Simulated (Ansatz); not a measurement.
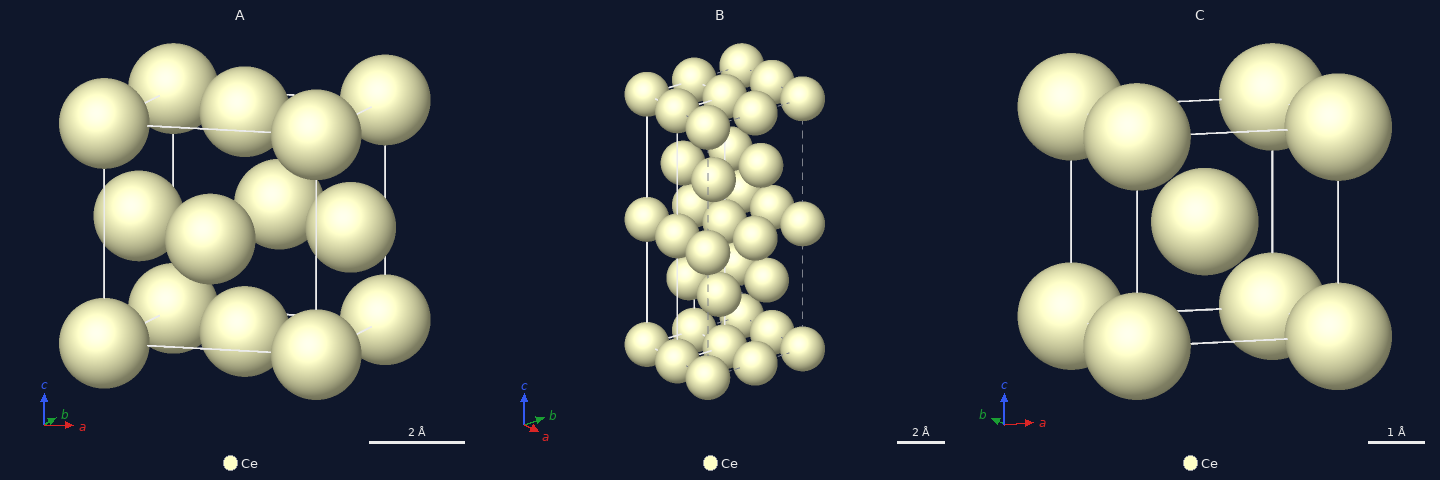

Three structures of Ce, each relaxed to rest (conventional cells in solid outline, small ones repeated, each panel with its own scale). Method: Ansatz, DFT PBE, scalar-relativistic, plane waves, PAW, without spin polarisation (spin-restricted runs, not always the ground states).

> Name the structure in each panel.

A: face-centred cubic (Cu type), Fm-3m; B: double hexagonal close-packed (α-La type), P6_3/mmc; C: body-centred cubic (W type), Im-3m.

> Which of these is lowest in energy, and how far above it do the others lie?

A, then B (+44 meV/atom) and C (+227 meV/atom), energies at zero smearing.

> Collect the results in a table.

| panel | structure | E − E(lowest) (meV/atom) | volume (Å³/atom) | gap (eV) |
| --- | --- | --- | --- | --- |
| A | Fm-3m | 0 | 26.4 | metal |
| B | P6_3/mmc | 44 | 27.0 | metal |
| C | Im-3m | 227 | 27.2 | metal |

Some of these may be structure types tried for this composition rather than known phases, and the most stable form need not be among them. Gaps are taken on the k-mesh or band path of each run.
